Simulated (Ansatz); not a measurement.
## Run report: C16H (charge +1), geometry relaxation (part 1 of 3)

The run: geometry relaxation of C16H (defect cell, 17 atoms in the cell, total charge +1). Method and program: DFT PBE-D3(BJ), scalar-relativistic, plane waves, PAW, no spin polarisation (Ansatz 0.2.0).

It belongs to a series of runs on one base structure; here: end point B relaxed.

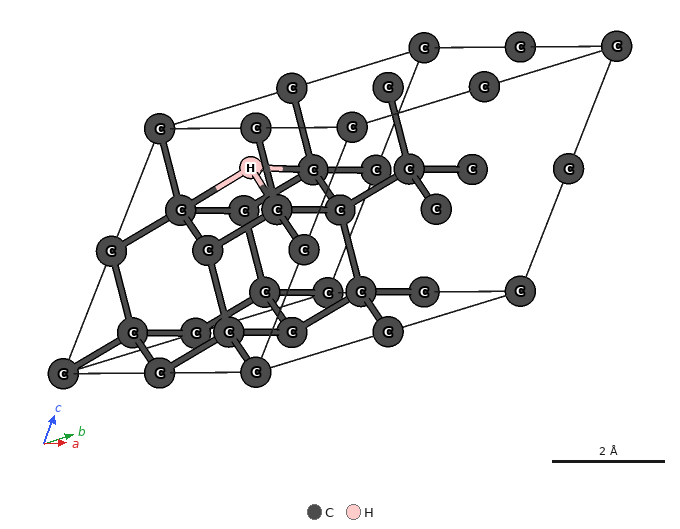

Figure 1. The starting structure (ball-and-stick view of the cell of the calculation, seen at an oblique angle).

**The input**
```yaml
crystal:
  lattice:
    - [0.0, 3.57, 3.57]
    - [3.57, 0.0, 3.57]
    - [3.57, 3.57, 0.0]
  atoms:
    - { symbol: C, position: [0.0, 0.0, 0.0] }
    - { symbol: C, position: [0.125, 0.125, 0.125] }
    - { symbol: C, position: [0.0, 0.0, 0.5] }
    - { symbol: C, position: [0.125, 0.125, 0.625] }
    - { symbol: C, position: [0.0, 0.5, 0.0] }
    - { symbol: C, position: [0.125, 0.625, 0.125] }
    - { symbol: C, position: [0.0, 0.5, 0.5] }
    - { symbol: C, position: [0.125, 0.625, 0.625] }
    - { symbol: C, position: [0.5, 0.0, 0.0] }
    - { symbol: C, position: [0.625, 0.125, 0.125] }
    - { symbol: C, position: [0.5, 0.0, 0.5] }
    - { symbol: C, position: [0.625, 0.125, 0.625] }
    - { symbol: C, position: [0.5, 0.5, 0.0] }
    - { symbol: C, position: [0.625, 0.625, 0.125] }
    - { symbol: C, position: [0.5, 0.5, 0.5] }
    - { symbol: C, position: [0.625, 0.625, 0.625] }
    - { symbol: H, position: [0.23856032, 0.26077682, 0.75368303] }
total_charge: 1
basis:
  ecutwfc: 420.0
kpoints:
  mp_grid: { grid: [3, 3, 3] }
hamiltonian:
  xc: pbe
  dispersion: d3bj
scf:
  occupations: { method: gaussian, width: 0.02 }
  lower_state_search: "off"
relax:
  f_tol: 0.03
  max_steps: 60
  adjacent_minimum: "off"
output:
  write_density: true
  write_potential: true
  elf: true
  volumetric_format: npy
```

Run on 1 thread of Intel Xeon (Sapphire Rapids), 16 GiB of memory available, shared host.

Command:
```bash
ansatz run input.yaml --threads 1 --pin off --max-ram 3072MiB --backend cpu --events-out ev --progress --plain --runs-dir out
```

**The program's output**
```
Engine: ansatz 0.2.0, x86_64-unknown-linux-gnu
Pseudopotentials: kind: paw
Pseudopotential: C, paw, valence charge 4, recommended cutoff 420 eV (normal), C.paw.azcp
Pseudopotential: H, paw, valence charge 1, recommended cutoff 420 eV (normal), H.paw.azcp
Functional definition: PBE
  parameter kappa = 0.804
  parameter beta = 0.06672455060314922
  exchange = pbe_x(kappa = kappa, mu = beta*pi^2/3)
  correlation = pbe_c(beta = beta)
Crystal: 17 atoms, lattice volume = 90.999 Å³
Basis set: ecut = 420 eV, 1807 PW (Γ), exchange–correlation on 72×72×72 points (8 copies of the dense FFT grid, shifted against one another)
Bands: 49, of which v1, the nominal top of the filled ones, is band 32 counted from 1 (31 counted from 0)
Symmetry: 1 space group operations
Space group: P1 (ITA 1), of the structure as read, at distance tolerance 4.5e-5 Å
k-points: 14 of 27 (time reversal used)
Non-local potential: C, projectors of the file, l = 0: 2, l = 1: 2, l = 2: 1
Non-local potential: H, projectors of the file, l = 0: 2, l = 1: 1
PAW form: soft (Blöchl's): semilocal exchange-correlation on the pseudo side does not see the compensation charge
PAW one-centre angular grid: C, 110 points (default); XC on 64 Gauss nodes
PAW one-centre angular grid: H, 110 points (default); XC on 64 Gauss nodes
Initial density: superposition of atomic densities (neutral atoms scaled as one to the charged cell's electrons: chi_scale 0, normalization atom), corrected by the library's trained network
Initial wavefunctions: pseudopotential atomic-orbital guess
Functional: x = pbe(κ = 0.804, μ = 0.2195149727645171), c = pbe(β = 0.06672455060314922)
SCF iter   1: F=—  HF=-4041.147852 eV  |F-HF|=—  |Δ(HF+E_count)|=         —  Δρ=1.80e-2  dr2=2.65e-1  ethr=1.77e-3  ⟨swp⟩=7.4  Hψ=3142  notcnv=0  defer=64
preconditioner: auto → Resta (q_TF=auto, 2.573 Å⁻¹)  ε∞=4.4  [insulator: Δε(μ)=0.455 eV  Ē_g=16.941 eV  σ=0.020 eV  W_gap=1.00  n_scr=26 (ndim 8)  ℏωp=31.1 eV  f_vac=0.000  D(μ)=0.00/eV (n_scr^D=0)  ε∞_Penn≈4.4]
SCF iter   2: F=—  HF=-4041.076221 eV  |F-HF|=—  |Δ(HF+E_count)|=   7.16e-2  Δρ=8.82e-3  dr2=6.21e-2  ethr=4.14e-4  ⟨swp⟩=2.0  Hψ=865  notcnv=0  defer=171
SCF iter   3: F=—  HF=-4041.058374 eV  |F-HF|=—  |Δ(HF+E_count)|=   1.78e-2  Δρ=1.85e-3  dr2=3.91e-3  ethr=9.71e-5  ⟨swp⟩=3.0  Hψ=987  notcnv=0  defer=171
SCF iter   4: F=—  HF=-4041.057783 eV  |F-HF|=—  |Δ(HF+E_count)|=   5.91e-4  Δρ=7.62e-4  dr2=5.03e-4  ethr=6.11e-6  ⟨swp⟩=2.4  Hψ=859  notcnv=0  defer=171
SCF iter   5: F=—  HF=-4041.057735 eV  |F-HF|=—  |Δ(HF+E_count)|=   4.79e-5  Δρ=2.60e-4  dr2=6.68e-5  ethr=7.86e-7  ⟨swp⟩=2.3  Hψ=888  notcnv=0  defer=171
SCF iter   6: F=-4041.057729 eV  HF=-4041.057730 eV  |F-HF|=1.84e-6  |Δ(HF+E_count)|=   4.73e-6  Δρ=8.96e-5  dr2=6.40e-6  ethr=3.52e-8  ⟨swp⟩=9.8  Hψ=4149  notcnv=0
SCF 1 converged in 6 iterations: F = -4041.057729 eV  dr2 = 6.40e-6
  greatest PAW one-centre occupation: 0.642 electrons in one spin orbital (limit 2), on the C atom at site 4 (counted from 0), in its partial waves of l = 0
relax step   1: F+E_penalty+E_count = -4041.05772856 eV  Δ(F+E_penalty+E_count) = +0.000e0 eV  max|allowed force component| = 1.287e0 eV/Å  Δτ_max = 0.0000 Å  (6 SCF iters, dr2 threshold 2.25e-5 eV, accepted)
Initial density: handed on by an earlier stage of this run
Initial wavefunctions: those handed on with the density
iter 1 solved again at ethr=3.53e-5 eV; its pass at ethr=3.10e-3 eV (dr2=2.26e-2 eV) is discarded
SCF iter   1: F=—  HF=-4041.165431 eV  |F-HF|=—  |Δ(HF+E_count)|=         —  Δρ=4.58e-3  dr2=2.15e-2  ethr=3.53e-5  ⟨swp⟩=2.0  Hψ=1863  notcnv=0  defer=171
preconditioner: auto → Resta (q_TF=auto, 2.573 Å⁻¹)  ε∞=4.4  [insulator: Δε(μ)=0.141 eV  Ē_g=16.916 eV  σ=0.020 eV  W_gap=1.00  n_scr=26 (ndim 8)  ℏωp=31.1 eV  f_vac=0.000  D(μ)=0.00/eV (n_scr^D=0)  ε∞_Penn≈4.4]
SCF iter   2: F=—  HF=-4041.160358 eV  |F-HF|=—  |Δ(HF+E_count)|=   5.07e-3  Δρ=1.96e-3  dr2=2.37e-3  ethr=3.36e-5  ⟨swp⟩=2.3  Hψ=822  notcnv=0  defer=171
SCF iter   3: F=—  HF=-4041.159908 eV  |F-HF|=—  |Δ(HF+E_count)|=   4.49e-4  Δρ=4.94e-4  dr2=9.67e-5  ethr=3.70e-6  ⟨swp⟩=2.0  Hψ=827  notcnv=0  defer=171
SCF iter   4: F=-4041.159907 eV  HF=-4041.159907 eV  |F-HF|=2.72e-7  |Δ(HF+E_count)|=   1.32e-6  Δρ=9.23e-5  dr2=5.09e-6  ethr=1.51e-7  ⟨swp⟩=10.0  Hψ=4648  notcnv=0
SCF 2 converged in 4 iterations: F = -4041.159907 eV  dr2 = 5.09e-6
  Residual-converged pass: ⟨swp⟩=1.0  Hψ=742  notcnv=0  max |occ|·‖R‖ = 6.9e-9 eV (tolerance 1.0e-8 eV)  dr2=5.09e-6  dr2_onsite=2.82e-8  max |Δocc| = 1.2e-12
  greatest PAW one-centre occupation: 0.641 electrons in one spin orbital (limit 2), on the C atom at site 4 (counted from 0), in its partial waves of l = 0
relax step   2: F+E_penalty+E_count = -4041.15990741 eV  Δ(F+E_penalty+E_count) = -1.022e-1 eV  max|allowed force component| = 3.993e-1 eV/Å  Δτ_max = 0.0155 Å  (4 SCF iters, dr2 threshold 1.00e-4 eV, accepted)
SCF iter   1: F=—  HF=-4041.196031 eV  |F-HF|=—  |Δ(HF+E_count)|=         —  Δρ=3.91e-3  dr2=1.64e-2  ethr=3.28e-4  ⟨swp⟩=3.6  Hψ=1525  notcnv=0  defer=171
preconditioner: auto → Resta (q_TF=auto, 2.573 Å⁻¹)  ε∞=4.4  [insulator: Δε(μ)=0.210 eV  Ē_g=16.910 eV  σ=0.020 eV  W_gap=1.00  n_scr=26 (ndim 8)  ℏωp=31.1 eV  f_vac=0.000  D(μ)=0.00/eV (n_scr^D=0)  ε∞_Penn≈4.4]
SCF iter   2: F=—  HF=-4041.192092 eV  |F-HF|=—  |Δ(HF+E_count)|=   3.94e-3  Δρ=1.63e-3  dr2=1.74e-3  ethr=2.57e-5  ⟨swp⟩=2.6  Hψ=1081  notcnv=0  defer=171
SCF iter   3: F=—  HF=-4041.191680 eV  |F-HF|=—  |Δ(HF+E_count)|=   4.12e-4  Δρ=4.52e-4  dr2=8.94e-5  ethr=2.71e-6  ⟨swp⟩=2.0  Hψ=803  notcnv=0  defer=171
SCF iter   4: F=-4041.191673 eV  HF=-4041.191673 eV  |F-HF|=4.63e-7  |Δ(HF+E_count)|=   6.79e-6  Δρ=6.58e-5  dr2=3.61e-6  ethr=1.56e-8  ⟨swp⟩=10.0  Hψ=4969  notcnv=0
SCF 3 converged in 4 iterations: F = -4041.191673 eV  dr2 = 3.61e-6
  greatest PAW one-centre occupation: 0.642 electrons in one spin orbital (limit 2), on the C atom at site 2 (counted from 0), in its partial waves of l = 0
relax step   3: F+E_penalty+E_count = -4041.19167267 eV  Δ(F+E_penalty+E_count) = -3.177e-2 eV  max|allowed force component| = 5.200e-1 eV/Å  Δτ_max = 0.0342 Å  (4 SCF iters, dr2 threshold 9.97e-6 eV, accepted)
SCF iter   1: F=—  HF=-4041.296622 eV  |F-HF|=—  |Δ(HF+E_count)|=         —  Δρ=6.82e-3  dr2=4.04e-2  ethr=2.51e-3  ⟨swp⟩=4.2  Hψ=1566  notcnv=0  defer=170
preconditioner: auto → Resta (q_TF=auto, 2.573 Å⁻¹)  ε∞=4.4  [insulator: Δε(μ)=0.525 eV  Ē_g=16.925 eV  σ=0.020 eV  W_gap=1.00  n_scr=26 (ndim 8)  ℏωp=31.1 eV  f_vac=0.000  D(μ)=0.00/eV (n_scr^D=0)  ε∞_Penn≈4.4]
SCF iter   2: F=—  HF=-4041.287236 eV  |F-HF|=—  |Δ(HF+E_count)|=   9.39e-3  Δρ=3.35e-3  dr2=7.11e-3  ethr=6.32e-5  ⟨swp⟩=2.5  Hψ=992  notcnv=0  defer=169
SCF iter   3: F=—  HF=-4041.285361 eV  |F-HF|=—  |Δ(HF+E_count)|=   1.88e-3  Δρ=7.58e-4  dr2=3.54e-4  ethr=1.11e-5  ⟨swp⟩=2.1  Hψ=880  notcnv=0  defer=169
SCF iter   4: F=—  HF=-4041.285311 eV  |F-HF|=—  |Δ(HF+E_count)|=   4.99e-5  Δρ=1.48e-4  dr2=1.67e-5  ethr=4.07e-8  ⟨swp⟩=9.0  Hψ=4610  notcnv=0
SCF iter   5: F=-4041.285311 eV  HF=-4041.285311 eV  |F-HF|=2.74e-9  |Δ(HF+E_count)|=   1.85e-7  Δρ=3.22e-5  dr2=8.53e-7  ethr=2.62e-8  ⟨swp⟩=9.7  Hψ=4008  notcnv=0
SCF 4 converged in 5 iterations: F = -4041.285311 eV  dr2 = 8.53e-7
  greatest PAW one-centre occupation: 0.645 electrons in one spin orbital (limit 2), on the C atom at site 2 (counted from 0), in its partial waves of l = 0
relax step   4: F+E_penalty+E_count = -4041.28531101 eV  Δ(F+E_penalty+E_count) = -9.364e-2 eV  max|allowed force component| = 1.006e0 eV/Å  Δτ_max = 0.1317 Å  (5 SCF iters, dr2 threshold 2.60e-5 eV, accepted)
SCF iter   1: F=—  HF=-4041.475356 eV  |F-HF|=—  |Δ(HF+E_count)|=         —  Δρ=7.52e-3  dr2=3.83e-2  ethr=8.94e-4  ⟨swp⟩=4.1  Hψ=1774  notcnv=0  defer=169
preconditioner: auto → Resta (q_TF=auto, 2.573 Å⁻¹)  ε∞=4.4  [insulator: Δε(μ)=1.095 eV  Ē_g=16.936 eV  σ=0.020 eV  W_gap=1.00  n_scr=26 (ndim 8)  ℏωp=31.1 eV  f_vac=0.000  D(μ)=0.00/eV (n_scr^D=0)  ε∞_Penn≈4.4]
SCF iter   2: F=—  HF=-4041.467007 eV  |F-HF|=—  |Δ(HF+E_count)|=   8.35e-3  Δρ=3.85e-3  dr2=8.15e-3  ethr=5.98e-5  ⟨swp⟩=2.2  Hψ=984  notcnv=0  defer=169
SCF iter   3: F=—  HF=-4041.465016 eV  |F-HF|=—  |Δ(HF+E_count)|=   1.99e-3  Δρ=6.02e-4  dr2=2.61e-4  ethr=1.27e-5  ⟨swp⟩=2.8  Hψ=999  notcnv=0  defer=169
SCF iter   4: F=—  HF=-4041.464978 eV  |F-HF|=—  |Δ(HF+E_count)|=   3.81e-5  Δρ=1.41e-4  dr2=1.47e-5  ethr=1.56e-7  ⟨swp⟩=9.0  Hψ=4566  notcnv=0
SCF iter   5: F=-4041.464978 eV  HF=-4041.464978 eV  |F-HF|=1.61e-7  |Δ(HF+E_count)|=   7.83e-7  Δρ=3.67e-5  dr2=9.98e-7  ethr=2.29e-8  ⟨swp⟩=9.9  Hψ=4046  notcnv=0
SCF 5 converged in 5 iterations: F = -4041.464978 eV  dr2 = 9.98e-7
  greatest PAW one-centre occupation: 0.647 electrons in one spin orbital (limit 2), on the C atom at site 2 (counted from 0), in its partial waves of l = 0
relax step   5: F+E_penalty+E_count = -4041.46497827 eV  Δ(F+E_penalty+E_count) = -1.797e-1 eV  max|allowed force component| = 1.272e0 eV/Å  Δτ_max = 0.1594 Å  (5 SCF iters, dr2 threshold 1.00e-4 eV, accepted)
SCF iter   1: F=—  HF=-4041.656989 eV  |F-HF|=—  |Δ(HF+E_count)|=         —  Δρ=6.18e-3  dr2=2.24e-2  ethr=3.42e-4  ⟨swp⟩=5.1  Hψ=1614  notcnv=0  defer=170
preconditioner: auto → Resta (q_TF=auto, 2.573 Å⁻¹)  ε∞=4.4  [insulator: Δε(μ)=1.654 eV  Ē_g=16.968 eV  σ=0.020 eV  W_gap=1.00  n_scr=26 (ndim 8)  ℏωp=31.1 eV  f_vac=0.000  D(μ)=0.00/eV (n_scr^D=0)  ε∞_Penn≈4.4]
SCF iter   2: F=—  HF=-4041.652350 eV  |F-HF|=—  |Δ(HF+E_count)|=   4.64e-3  Δρ=3.23e-3  dr2=5.09e-3  ethr=3.50e-5  ⟨swp⟩=2.0  Hψ=927  notcnv=0  defer=170
SCF iter   3: F=—  HF=-4041.651168 eV  |F-HF|=—  |Δ(HF+E_count)|=   1.18e-3  Δρ=3.87e-4  dr2=1.10e-4  ethr=7.95e-6  ⟨swp⟩=2.0  Hψ=1008  notcnv=0  defer=170
SCF iter   4: F=—  HF=-4041.651153 eV  |F-HF|=—  |Δ(HF+E_count)|=   1.45e-5  Δρ=1.06e-4  dr2=8.09e-6  ethr=1.56e-7  ⟨swp⟩=8.7  Hψ=4303  notcnv=0
SCF iter   5: F=-4041.651154 eV  HF=-4041.651154 eV  |F-HF|=2.19e-7  |Δ(HF+E_count)|=   7.21e-7  Δρ=3.22e-5  dr2=7.30e-7  ethr=1.26e-8  ⟨swp⟩=9.9  Hψ=3898  notcnv=0
SCF 6 converged in 5 iterations: F = -4041.651154 eV  dr2 = 7.30e-7
  greatest PAW one-centre occupation: 0.646 electrons in one spin orbital (limit 2), on the C atom at site 2 (counted from 0), in its partial waves of l = 0
relax step   6: F+E_penalty+E_count = -4041.65115379 eV  Δ(F+E_penalty+E_count) = -1.862e-1 eV  max|allowed force component| = 1.420e0 eV/Å  Δτ_max = 0.1200 Å  (5 SCF iters, dr2 threshold 1.00e-4 eV, accepted)
SCF iter   1: F=—  HF=-4041.959743 eV  |F-HF|=—  |Δ(HF+E_count)|=         —  Δρ=1.54e-2  dr2=1.40e-1  ethr=1.05e-3  ⟨swp⟩=4.1  Hψ=1816  notcnv=0  defer=171
preconditioner: auto → Resta (q_TF=auto, 2.573 Å⁻¹)  ε∞=4.3  [insulator: Δε(μ)=2.734 eV  Ē_g=17.020 eV  σ=0.020 eV  W_gap=1.00  n_scr=26 (ndim 8)  ℏωp=31.1 eV  f_vac=0.000  D(μ)=0.00/eV (n_scr^D=0)  ε∞_Penn≈4.3]
SCF iter   2: F=—  HF=-4041.925852 eV  |F-HF|=—  |Δ(HF+E_count)|=   3.39e-2  Δρ=7.55e-3  dr2=2.60e-2  ethr=2.18e-4  ⟨swp⟩=2.4  Hψ=1026  notcnv=0  defer=171
SCF iter   3: F=—  HF=-4041.919194 eV  |F-HF|=—  |Δ(HF+E_count)|=   6.66e-3  Δρ=1.26e-3  dr2=7.81e-4  ethr=4.06e-5  ⟨swp⟩=2.3  Hψ=1018  notcnv=0  defer=171
SCF iter   4: F=—  HF=-4041.919087 eV  |F-HF|=—  |Δ(HF+E_count)|=   1.07e-4  Δρ=2.55e-4  dr2=3.86e-5  ethr=1.22e-6  ⟨swp⟩=2.2  Hψ=929  notcnv=0  defer=171
SCF iter   5: F=-4041.919091 eV  HF=-4041.919092 eV  |F-HF|=1.95e-7  |Δ(HF+E_count)|=   4.20e-6  Δρ=5.73e-5  dr2=2.29e-6  ethr=6.04e-8  ⟨swp⟩=10.0  Hψ=4145  notcnv=0
SCF 7 converged in 5 iterations: F = -4041.919091 eV  dr2 = 2.29e-6
  Residual-converged pass: ⟨swp⟩=1.0  Hψ=742  notcnv=0  max |occ|·‖R‖ = 7.1e-9 eV (tolerance 1.0e-8 eV)  dr2=2.29e-6  dr2_onsite=3.44e-8  max |Δocc| = 0.0e0
  greatest PAW one-centre occupation: 0.648 electrons in one spin orbital (limit 2), on the C atom at site 4 (counted from 0), in its partial waves of l = 0
relax step   7: F+E_penalty+E_count = -4041.91909144 eV  Δ(F+E_penalty+E_count) = -2.679e-1 eV  max|allowed force component| = 1.284e0 eV/Å  Δτ_max = 0.1951 Å  (5 SCF iters, dr2 threshold 1.00e-4 eV, accepted)
SCF iter   1: F=—  HF=-4042.006111 eV  |F-HF|=—  |Δ(HF+E_count)|=         —  Δρ=1.54e-2  dr2=1.14e-1  ethr=1.96e-3  ⟨swp⟩=3.2  Hψ=1782  notcnv=0  defer=167
preconditioner: auto → Resta (q_TF=auto, 2.573 Å⁻¹)  ε∞=4.3  [insulator: Δε(μ)=2.337 eV  Ē_g=17.044 eV  σ=0.020 eV  W_gap=1.00  n_scr=26 (ndim 8)  ℏωp=31.1 eV  f_vac=0.000  D(μ)=0.00/eV (n_scr^D=0)  ε∞_Penn≈4.3]
SCF iter   2: F=—  HF=-4041.981183 eV  |F-HF|=—  |Δ(HF+E_count)|=   2.49e-2  Δρ=7.82e-3  dr2=2.67e-2  ethr=1.78e-4  ⟨swp⟩=2.0  Hψ=865  notcnv=0  defer=169
SCF iter   3: F=—  HF=-4041.975127 eV  |F-HF|=—  |Δ(HF+E_count)|=   6.06e-3  Δρ=9.15e-4  dr2=5.05e-4  ethr=4.17e-5  ⟨swp⟩=2.0  Hψ=1003  notcnv=0  defer=169
SCF iter   4: F=—  HF=-4041.975073 eV  |F-HF|=—  |Δ(HF+E_count)|=   5.39e-5  Δρ=2.54e-4  dr2=3.20e-5  ethr=1.56e-7  ⟨swp⟩=9.0  Hψ=4537  notcnv=0
SCF iter   5: F=-4041.975081 eV  HF=-4041.975081 eV  |F-HF|=1.50e-7  |Δ(HF+E_count)|=   7.36e-6  Δρ=4.79e-5  dr2=1.38e-6  ethr=4.99e-8  ⟨swp⟩=10.0  Hψ=4136  notcnv=0
SCF 8 converged in 5 iterations: F = -4041.975081 eV  dr2 = 1.38e-6
  greatest PAW one-centre occupation: 0.659 electrons in one spin orbital (limit 2), on the C atom at site 4 (counted from 0), in its partial waves of l = 0
relax step   8: F+E_penalty+E_count = -4041.97508097 eV  Δ(F+E_penalty+E_count) = -5.599e-2 eV  max|allowed force component| = 3.272e-1 eV/Å  Δτ_max = 0.1667 Å  (5 SCF iters, dr2 threshold 1.00e-4 eV, accepted)
```
